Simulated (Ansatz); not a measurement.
## Run report: Pt, geometry relaxation (part 1 of 5)

The run: geometry relaxation of Pt (defect cell, 28 atoms in the cell). Method and program: DFT, PBE, plane waves, PAW, no spin polarisation (Ansatz 0.2.0).

The structure derives from a Materials Project entry. The run did not end well. It belongs to a series of runs on one base structure; here: Pt interstitial, charge +0, atoms relaxed at the host's cell.

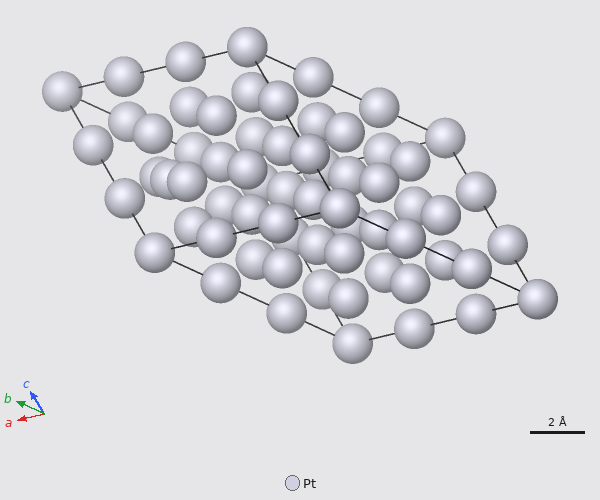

Figure 1. The starting structure (spheres-only view of the cell of the calculation, seen at an oblique angle).

**Input file**
```yaml
crystal:
  lattice:
    - [-5.9553460481, 5.9553460481, 0.0]
    - [-5.9553460481, 0.0, 5.9553460481]
    - [0.0, 5.9553460481, 5.9553460481]
  atoms:
    - { symbol: Pt, position: [0.0, 0.0, 0.0] }
    - { symbol: Pt, position: [0.3333333333, 0.0, 0.0] }
    - { symbol: Pt, position: [0.0, 0.3333333333, 0.0] }
    - { symbol: Pt, position: [-0.0070366249, 0.0022713015, 0.3335046052] }
    - { symbol: Pt, position: [0.6666666667, 0.0, 0.0] }
    - { symbol: Pt, position: [0.3333333333, 0.3333333333, 0.0] }
    - { symbol: Pt, position: [0.3333333333, 0.0, 0.3333333333] }
    - { symbol: Pt, position: [0.0, 0.6666666667, 0.0] }
    - { symbol: Pt, position: [0.0, 0.3333333333, 0.3333333333] }
    - { symbol: Pt, position: [0.0, 0.0, 0.6666666667] }
    - { symbol: Pt, position: [0.6666666667, 0.3333333333, 0.0] }
    - { symbol: Pt, position: [0.6482622888, 0.0073626404, 0.3394949082] }
    - { symbol: Pt, position: [0.3333333333, 0.6666666667, 0.0] }
    - { symbol: Pt, position: [0.3333333333, 0.3333333333, 0.3333333333] }
    - { symbol: Pt, position: [0.3333333333, 0.0, 0.6666666667] }
    - { symbol: Pt, position: [-0.0198582884, 0.6575914284, 0.347168567] }
    - { symbol: Pt, position: [0.0, 0.3333333333, 0.6666666667] }
    - { symbol: Pt, position: [0.6666666667, 0.6666666667, 0.0] }
    - { symbol: Pt, position: [0.6666666667, 0.3333333333, 0.3333333333] }
    - { symbol: Pt, position: [0.6867592009, -0.0029576545, 0.6541620324] }
    - { symbol: Pt, position: [0.3333333333, 0.6666666667, 0.3333333333] }
    - { symbol: Pt, position: [0.3333333333, 0.3333333333, 0.6666666667] }
    - { symbol: Pt, position: [0.0034336903, 0.6631813212, 0.6620216848] }
    - { symbol: Pt, position: [0.6666666667, 0.6666666667, 0.3333333333] }
    - { symbol: Pt, position: [0.6666666667, 0.3333333333, 0.6666666667] }
    - { symbol: Pt, position: [0.3333333333, 0.6666666667, 0.6666666667] }
    - { symbol: Pt, position: [0.6769861396, 0.6575778506, 0.6665482682] }
    - { symbol: Pt, position: [0.8420857434, 0.8349534209, 0.5034362665] }
basis:
  ecutwfc: 420
  xc_grid: 2
kpoints:
  mp_grid: { grid: [1, 1, 1], shift: [0.0, 0.0, 0.0] }
hamiltonian:
  xc: pbe
scf:
  occupations: { method: gaussian, width: 0.1 }
output:
  forces: true
  stress: false
  eigenvalues: true
relax:
  adjacent_minimum: "off"
  f_tol: 0.025
  max_steps: 45
```

Machine: 4 threads of Intel Xeon @ 2.70GHz, 189 GiB of memory available, shared host.

Run as:
```bash
ansatz run input.yaml --threads 4 --pin off --max-ram 8192MiB --backend cpu --events-out ev --progress --plain --runs-dir out
```

**The program's output**
```
Engine: ansatz 0.2.0, x86_64-unknown-linux-gnu
Pseudopotentials: kind: paw
Pseudopotential: Pt, paw, valence charge 18, recommended cutoff 420 eV (normal), Pt.paw.azcp
Functional definition: PBE
  parameter kappa = 0.804
  parameter beta = 0.06672455060314922
  exchange = pbe_x(kappa = kappa, mu = beta*pi^2/3)
  correlation = pbe_c(beta = beta)
Crystal: 28 atoms, lattice volume = 422.426 Å³
Basis set: ecut = 420 eV, 8363 PW (Γ), exchange–correlation on 120×120×120 points (8 copies of the dense FFT grid, shifted against one another)
Bands: 303, of which v1, the nominal top of the filled ones, is band 252 counted from 1 (251 counted from 0)
Symmetry: 1 space group operations
Space group: P1 (ITA 1), of the structure as read, at distance tolerance 7.5e-5 Å
k-points: 1
Non-local potential: Pt, projectors of the file, l = 0: 3, l = 1: 2, l = 2: 2, l = 3: 1
PAW form: soft (Blöchl's): semilocal exchange-correlation on the pseudo side does not see the compensation charge
PAW one-centre angular grid: Pt, 590 points (default); XC on 64 Gauss nodes
Initial density: superposition of atomic densities (neutral atoms: chi_scale 0, normalization atom), corrected by the library's trained network
Initial wavefunctions: pseudopotential atomic-orbital guess
Functional: x = pbe(κ = 0.804, μ = 0.2195149727645171), c = pbe(β = 0.06672455060314922)
SCF iter   1: F=—  HF=-350602.901667 eV  |F-HF|=—  |Δ(HF+E_count)|=         —  Δρ=3.61e-2  dr2=9.14e0  ethr=1.77e-3  ⟨swp⟩=5.0  Hψ=1053  notcnv=0  defer=24
preconditioner: auto → Kerker (q_TF=auto, 2.810 Å⁻¹)  [metal: Δε(μ)=0.009 eV  Ē_g=9.040 eV  σ=0.100 eV  W_gap=0.05  n_scr=168 (ndim 8)  ℏωp=30.2 eV  f_vac=0.000  D(μ)=135.67/eV (n_scr^D=3142)]
SCF iter   2: F=—  HF=-350602.305566 eV  |F-HF|=—  |Δ(HF+E_count)|=   5.96e-1  Δρ=1.76e-2  dr2=2.54e0  ethr=1.77e-3  ⟨swp⟩=2.0  Hψ=354  notcnv=0  defer=26
SCF iter   3: F=—  HF=-350602.033021 eV  |F-HF|=—  |Δ(HF+E_count)|=   2.73e-1  Δρ=6.07e-3  dr2=2.55e-1  ethr=5.03e-4  ⟨swp⟩=2.0  Hψ=422  notcnv=0  defer=29
SCF iter   4: F=—  HF=-350602.017643 eV  |F-HF|=—  |Δ(HF+E_count)|=   1.54e-2  Δρ=3.06e-3  dr2=6.64e-2  ethr=5.05e-5  ⟨swp⟩=1.0  Hψ=267  notcnv=0  defer=29
SCF iter   5: F=—  HF=-350602.012826 eV  |F-HF|=—  |Δ(HF+E_count)|=   4.82e-3  Δρ=1.24e-3  dr2=8.86e-3  ethr=1.32e-5  ⟨swp⟩=1.0  Hψ=267  notcnv=0  defer=29
SCF iter   6: F=—  HF=-350602.014107 eV  |F-HF|=—  |Δ(HF+E_count)|=   1.28e-3  Δρ=3.62e-4  dr2=1.51e-3  ethr=1.76e-6  ⟨swp⟩=1.0  Hψ=303  notcnv=0  defer=36
SCF iter   7: F=—  HF=-350602.013981 eV  |F-HF|=—  |Δ(HF+E_count)|=   1.26e-4  Δρ=1.96e-4  dr2=2.57e-4  ethr=3.00e-7  ⟨swp⟩=2.0  Hψ=287  notcnv=0  defer=36
SCF iter   8: F=—  HF=-350602.013966 eV  |F-HF|=—  |Δ(HF+E_count)|=   1.46e-5  Δρ=8.93e-5  dr2=4.66e-5  ethr=5.11e-8  ⟨swp⟩=1.0  Hψ=267  notcnv=0  defer=36
SCF iter   9: F=-350602.013952 eV  HF=-350602.013964 eV  |F-HF|=1.20e-5  |Δ(HF+E_count)|=   2.40e-6  Δρ=5.20e-5  dr2=1.43e-5  ethr=3.10e-9  ⟨swp⟩=10.0  Hψ=1433  notcnv=0
SCF 1 converged in 9 iterations: F = -350602.013952 eV  dr2 = 1.43e-5
  greatest PAW one-centre occupation: 1.006 electrons in one spin orbital (limit 2), on the Pt atom at site 27 (counted from 0), in its partial waves of l = 1
relax step   1: F+E_penalty+E_count = -350602.01395197 eV  Δ(F+E_penalty+E_count) = +0.000e0 eV  max|allowed force component| = 3.943e1 eV/Å  Δτ_max = 0.0000 Å  (9 SCF iters, dr2 threshold 1.56e-5 eV, accepted)
Initial density: handed on by an earlier stage of this run
Initial wavefunctions: those handed on with the density
iter 1 solved again at ethr=5.87e-4 eV; its pass at ethr=3.10e-3 eV (dr2=2.96e0 eV) is discarded
SCF iter   1: F=—  HF=-350620.490843 eV  |F-HF|=—  |Δ(HF+E_count)|=         —  Δρ=2.72e-2  dr2=2.96e0  ethr=5.87e-4  ⟨swp⟩=1.0  Hψ=1294  notcnv=0  defer=19
preconditioner: auto → Kerker (q_TF=auto, 2.810 Å⁻¹)  [metal: Δε(μ)=0.005 eV  Ē_g=8.931 eV  σ=0.100 eV  W_gap=0.03  n_scr=168 (ndim 8)  ℏωp=30.2 eV  f_vac=0.000  D(μ)=141.80/eV (n_scr^D=3382)]
SCF iter   2: F=—  HF=-350620.268403 eV  |F-HF|=—  |Δ(HF+E_count)|=   2.22e-1  Δρ=1.28e-2  dr2=8.08e-1  ethr=5.87e-4  ⟨swp⟩=2.0  Hψ=272  notcnv=0  defer=19
SCF iter   3: F=—  HF=-350620.198274 eV  |F-HF|=—  |Δ(HF+E_count)|=   7.01e-2  Δρ=2.23e-3  dr2=4.79e-2  ethr=1.60e-4  ⟨swp⟩=2.0  Hψ=268  notcnv=0  defer=19
SCF iter   4: F=—  HF=-350620.194062 eV  |F-HF|=—  |Δ(HF+E_count)|=   4.21e-3  Δρ=8.21e-4  dr2=1.15e-2  ethr=9.50e-6  ⟨swp⟩=2.0  Hψ=276  notcnv=0  defer=19
SCF iter   5: F=—  HF=-350620.192954 eV  |F-HF|=—  |Δ(HF+E_count)|=   1.11e-3  Δρ=4.68e-4  dr2=1.74e-3  ethr=2.28e-6  ⟨swp⟩=2.0  Hψ=273  notcnv=0  defer=19
SCF iter   6: F=—  HF=-350620.192863 eV  |F-HF|=—  |Δ(HF+E_count)|=   9.13e-5  Δρ=4.07e-4  dr2=7.64e-4  ethr=3.46e-7  ⟨swp⟩=1.0  Hψ=267  notcnv=0  defer=19
SCF iter   7: F=-350620.192796 eV  HF=-350620.192822 eV  |F-HF|=2.54e-5  |Δ(HF+E_count)|=   4.12e-5  Δρ=7.38e-5  dr2=3.36e-5  ethr=1.98e-8  ⟨swp⟩=7.0  Hψ=1314  notcnv=0
SCF 2 converged in 7 iterations: F = -350620.192796 eV  dr2 = 3.36e-5
  greatest PAW one-centre occupation: 1.000 electrons in one spin orbital (limit 2), on the Pt atom at site 27 (counted from 0), in its partial waves of l = 0
relax step   2: F+E_penalty+E_count = -350620.19279634 eV  Δ(F+E_penalty+E_count) = -1.818e1 eV  max|allowed force component| = 1.486e1 eV/Å  Δτ_max = 0.1950 Å  (7 SCF iters, dr2 threshold 1.00e-4 eV, accepted)
[... from here on the SCF iterations and repeated set-up lines of each step are left out, up to the last step ...]
SCF 3 converged in 7 iterations: F = -350628.630157 eV  dr2 = 1.76e-5
relax step   3: F+E_penalty+E_count = -350628.63015692 eV  Δ(F+E_penalty+E_count) = -8.437e0 eV  max|allowed force component| = 5.501e0 eV/Å  Δτ_max = 0.1963 Å  (7 SCF iters, dr2 threshold 1.00e-4 eV, accepted)
SCF 4 converged in 8 iterations: F = -350632.765557 eV  dr2 = 1.38e-5
relax step   4: F+E_penalty+E_count = -350632.76555674 eV  Δ(F+E_penalty+E_count) = -4.135e0 eV  max|allowed force component| = 1.526e0 eV/Å  Δτ_max = 0.2000 Å  (8 SCF iters, dr2 threshold 1.00e-4 eV, accepted)
SCF 5 converged in 7 iterations: F = -350634.142234 eV  dr2 = 6.35e-6
relax step   5: F+E_penalty+E_count = -350634.14223369 eV  Δ(F+E_penalty+E_count) = -1.377e0 eV  max|allowed force component| = 1.202e0 eV/Å  Δτ_max = 0.2000 Å  (7 SCF iters, dr2 threshold 1.00e-4 eV, accepted)
SCF 6 converged in 6 iterations: F = -350634.817163 eV  dr2 = 1.37e-5
relax step   6: F+E_penalty+E_count = -350634.81716318 eV  Δ(F+E_penalty+E_count) = -6.749e-1 eV  max|allowed force component| = 9.345e-1 eV/Å  Δτ_max = 0.1412 Å  (6 SCF iters, dr2 threshold 1.00e-4 eV, accepted)
SCF 7 converged in 6 iterations: F = -350635.297684 eV  dr2 = 6.21e-6
relax step   7: F+E_penalty+E_count = -350635.29768355 eV  Δ(F+E_penalty+E_count) = -4.805e-1 eV  max|allowed force component| = 6.213e-1 eV/Å  Δτ_max = 0.0978 Å  (6 SCF iters, dr2 threshold 1.00e-4 eV, accepted)
SCF 8 converged in 6 iterations: F = -350635.736993 eV  dr2 = 2.19e-5
relax step   8: F+E_penalty+E_count = -350635.73699263 eV  Δ(F+E_penalty+E_count) = -4.393e-1 eV  max|allowed force component| = 5.863e-1 eV/Å  Δτ_max = 0.2000 Å  (6 SCF iters, dr2 threshold 1.00e-4 eV, accepted)
SCF 9 converged in 6 iterations: F = -350635.915206 eV  dr2 = 4.18e-7
relax step   9: F+E_penalty+E_count = -350635.91520605 eV  Δ(F+E_penalty+E_count) = -1.782e-1 eV  max|allowed force component| = 4.297e-1 eV/Å  Δτ_max = 0.0496 Å  (6 SCF iters, dr2 threshold 1.00e-4 eV, accepted)
SCF 10 converged in 6 iterations: F = -350636.063433 eV  dr2 = 1.26e-6
relax step  10: F+E_penalty+E_count = -350636.06343334 eV  Δ(F+E_penalty+E_count) = -1.482e-1 eV  max|allowed force component| = 4.971e-1 eV/Å  Δτ_max = 0.1123 Å  (6 SCF iters, dr2 threshold 9.91e-5 eV, accepted)
SCF 11 converged in 6 iterations: F = -350636.221009 eV  dr2 = 5.55e-7
relax step  11: F+E_penalty+E_count = -350636.22100932 eV  Δ(F+E_penalty+E_count) = -1.576e-1 eV  max|allowed force component| = 5.018e-1 eV/Å  Δτ_max = 0.0771 Å  (6 SCF iters, dr2 threshold 1.00e-4 eV, accepted)
SCF 12 converged in 6 iterations: F = -350636.306206 eV  dr2 = 1.28e-5
relax step  12: F+E_penalty+E_count = -350636.30620552 eV  Δ(F+E_penalty+E_count) = -8.520e-2 eV  max|allowed force component| = 9.804e-1 eV/Å  Δτ_max = 0.1750 Å  (6 SCF iters, dr2 threshold 1.00e-4 eV, accepted)
SCF 13 converged in 6 iterations: F = -350636.496716 eV  dr2 = 5.19e-6
relax step  13: F+E_penalty+E_count = -350636.49671643 eV  Δ(F+E_penalty+E_count) = -1.905e-1 eV  max|allowed force component| = 4.705e-1 eV/Å  Δτ_max = 0.0980 Å  (6 SCF iters, dr2 threshold 1.00e-4 eV, accepted)
SCF 14 converged in 6 iterations: F = -350636.522070 eV  dr2 = 9.57e-6
relax step  14: F+E_penalty+E_count = -350636.52206973 eV  Δ(F+E_penalty+E_count) = -2.535e-2 eV  max|allowed force component| = 6.025e-1 eV/Å  Δτ_max = 0.2000 Å  (6 SCF iters, dr2 threshold 5.10e-5 eV, accepted)
SCF 15 converged in 6 iterations: F = -350636.680277 eV  dr2 = 3.90e-6
relax step  15: F+E_penalty+E_count = -350636.68027678 eV  Δ(F+E_penalty+E_count) = -1.582e-1 eV  max|allowed force component| = 1.534e-1 eV/Å  Δτ_max = 0.0936 Å  (6 SCF iters, dr2 threshold 8.36e-5 eV, accepted)
SCF 16 converged in 6 iterations: F = -350636.695209 eV  dr2 = 3.45e-7
relax step  16: F+E_penalty+E_count = -350636.69520891 eV  Δ(F+E_penalty+E_count) = -1.493e-2 eV  max|allowed force component| = 1.020e-1 eV/Å  Δτ_max = 0.0284 Å  (6 SCF iters, dr2 threshold 1.52e-6 eV, accepted)
SCF 17 converged in 6 iterations: F = -350636.703523 eV  dr2 = 2.88e-7
relax step  17: F+E_penalty+E_count = -350636.70352331 eV  Δ(F+E_penalty+E_count) = -8.314e-3 eV  max|allowed force component| = 8.418e-2 eV/Å  Δτ_max = 0.0198 Å  (6 SCF iters, dr2 threshold 6.74e-7 eV, accepted)
SCF 18 converged in 6 iterations: F = -350636.714233 eV  dr2 = 9.71e-7
relax step  18: F+E_penalty+E_count = -350636.71423318 eV  Δ(F+E_penalty+E_count) = -1.071e-2 eV  max|allowed force component| = 7.478e-2 eV/Å  Δτ_max = 0.0433 Å  (6 SCF iters, dr2 threshold 3.13e-6 eV, accepted)
SCF 19 converged in 6 iterations: F = -350636.722380 eV  dr2 = 1.85e-7
relax step  19: F+E_penalty+E_count = -350636.72237983 eV  Δ(F+E_penalty+E_count) = -8.147e-3 eV  max|allowed force component| = 1.529e-1 eV/Å  Δτ_max = 0.0603 Å  (6 SCF iters, dr2 threshold 3.81e-6 eV, accepted)
SCF 20 converged in 6 iterations: F = -350636.732127 eV  dr2 = 2.29e-8
relax step  20: F+E_penalty+E_count = -350636.73212653 eV  Δ(F+E_penalty+E_count) = -9.747e-3 eV  max|allowed force component| = 7.622e-2 eV/Å  Δτ_max = 0.0223 Å  (6 SCF iters, dr2 threshold 1.84e-5 eV, accepted)
SCF 21 converged in 6 iterations: F = -350636.742454 eV  dr2 = 9.10e-8
relax step  21: F+E_penalty+E_count = -350636.74245398 eV  Δ(F+E_penalty+E_count) = -1.033e-2 eV  max|allowed force component| = 6.298e-2 eV/Å  Δτ_max = 0.0435 Å  (6 SCF iters, dr2 threshold 1.44e-6 eV, accepted)
SCF 22 converged in 6 iterations: F = -350636.744202 eV  dr2 = 2.96e-8
relax step  22: F+E_penalty+E_count = -350636.74420175 eV  Δ(F+E_penalty+E_count) = -1.748e-3 eV  max|allowed force component| = 7.365e-2 eV/Å  Δτ_max = 0.0197 Å  (6 SCF iters, dr2 threshold 9.86e-7 eV, accepted)
SCF 23 converged in 6 iterations: F = -350636.748093 eV  dr2 = 2.13e-7
relax step  23: F+E_penalty+E_count = -350636.74809328 eV  Δ(F+E_penalty+E_count) = -3.892e-3 eV  max|allowed force component| = 5.701e-2 eV/Å  Δτ_max = 0.0289 Å  (6 SCF iters, dr2 threshold 3.70e-6 eV, accepted)
SCF 24 converged in 6 iterations: F = -350636.751145 eV  dr2 = 1.53e-7
relax step  24: F+E_penalty+E_count = -350636.75114482 eV  Δ(F+E_penalty+E_count) = -3.052e-3 eV  max|allowed force component| = 5.469e-2 eV/Å  Δτ_max = 0.0168 Å  (6 SCF iters, dr2 threshold 1.95e-6 eV, accepted)
SCF 25 converged in 6 iterations: F = -350636.755950 eV  dr2 = 4.89e-7
relax step  25: F+E_penalty+E_count = -350636.75595013 eV  Δ(F+E_penalty+E_count) = -4.805e-3 eV  max|allowed force component| = 7.489e-2 eV/Å  Δτ_max = 0.0350 Å  (6 SCF iters, dr2 threshold 1.79e-6 eV, accepted)
SCF 26 converged in 7 iterations: F = -350636.640224 eV  dr2 = 5.26e-7
relax step  26: F+E_penalty+E_count = -350636.64022387 eV  Δ(F+E_penalty+E_count) = +1.157e-1 eV  max|allowed force component| = 5.980e-1 eV/Å  Δτ_max = 0.1951 Å  (7 SCF iters, dr2 threshold 5.16e-6 eV, rejected (line search))
SCF 27 converged in 8 iterations: F = -350636.762570 eV  dr2 = 3.53e-8
relax step  27: F+E_penalty+E_count = -350636.76257049 eV  Δ(F+E_penalty+E_count) = -6.620e-3 eV  max|allowed force component| = 8.828e-2 eV/Å  Δτ_max = 0.0261 Å  (8 SCF iters, accepted)
SCF 28 converged in 6 iterations: F = -350636.775691 eV  dr2 = 6.27e-6
relax step  28: F+E_penalty+E_count = -350636.77569097 eV  Δ(F+E_penalty+E_count) = -1.312e-2 eV  max|allowed force component| = 1.888e-1 eV/Å  Δτ_max = 0.0984 Å  (6 SCF iters, dr2 threshold 7.79e-6 eV, accepted)
SCF 29 converged in 6 iterations: F = -350636.787979 eV  dr2 = 1.20e-7
relax step  29: F+E_penalty+E_count = -350636.78797893 eV  Δ(F+E_penalty+E_count) = -1.229e-2 eV  max|allowed force component| = 1.058e-1 eV/Å  Δτ_max = 0.0240 Å  (6 SCF iters, dr2 threshold 3.56e-5 eV, accepted)
SCF 30 converged in 6 iterations: F = -350636.806010 eV  dr2 = 2.41e-6
relax step  30: F+E_penalty+E_count = -350636.80601018 eV  Δ(F+E_penalty+E_count) = -1.803e-2 eV  max|allowed force component| = 1.551e-1 eV/Å  Δτ_max = 0.0717 Å  (6 SCF iters, dr2 threshold 3.51e-6 eV, accepted)
SCF 31 converged in 6 iterations: F = -350636.814176 eV  dr2 = 3.61e-7
relax step  31: F+E_penalty+E_count = -350636.81417638 eV  Δ(F+E_penalty+E_count) = -8.166e-3 eV  max|allowed force component| = 7.330e-2 eV/Å  Δτ_max = 0.0253 Å  (6 SCF iters, dr2 threshold 7.55e-6 eV, accepted)
SCF 32 converged in 6 iterations: F = -350636.818843 eV  dr2 = 1.81e-7
relax step  32: F+E_penalty+E_count = -350636.81884296 eV  Δ(F+E_penalty+E_count) = -4.667e-3 eV  max|allowed force component| = 6.122e-2 eV/Å  Δτ_max = 0.0187 Å  (6 SCF iters, dr2 threshold 1.20e-6 eV, accepted)
SCF 33 converged in 6 iterations: F = -350636.823754 eV  dr2 = 7.37e-7
relax step  33: F+E_penalty+E_count = -350636.82375435 eV  Δ(F+E_penalty+E_count) = -4.911e-3 eV  max|allowed force component| = 6.920e-2 eV/Å  Δτ_max = 0.0388 Å  (6 SCF iters, dr2 threshold 8.37e-7 eV, accepted)
SCF 34 converged in 6 iterations: F = -350636.848460 eV  dr2 = 9.36e-7
relax step  34: F+E_penalty+E_count = -350636.84845991 eV  Δ(F+E_penalty+E_count) = -2.471e-2 eV  max|allowed force component| = 2.845e-1 eV/Å  Δτ_max = 0.1199 Å  (6 SCF iters, dr2 threshold 3.34e-6 eV, accepted)
SCF 35 converged in 6 iterations: F = -350636.915056 eV  dr2 = 5.72e-7
relax step  35: F+E_penalty+E_count = -350636.91505620 eV  Δ(F+E_penalty+E_count) = -6.660e-2 eV  max|allowed force component| = 4.146e-1 eV/Å  Δτ_max = 0.0909 Å  (6 SCF iters, dr2 threshold 8.10e-5 eV, accepted)
SCF 36 converged in 6 iterations: F = -350637.030091 eV  dr2 = 1.39e-6
relax step  36: F+E_penalty+E_count = -350637.03009117 eV  Δ(F+E_penalty+E_count) = -1.150e-1 eV  max|allowed force component| = 5.131e-1 eV/Å  Δτ_max = 0.1951 Å  (6 SCF iters, dr2 threshold 1.00e-4 eV, accepted)
SCF 37 converged in 6 iterations: F = -350637.105492 eV  dr2 = 1.55e-7
```
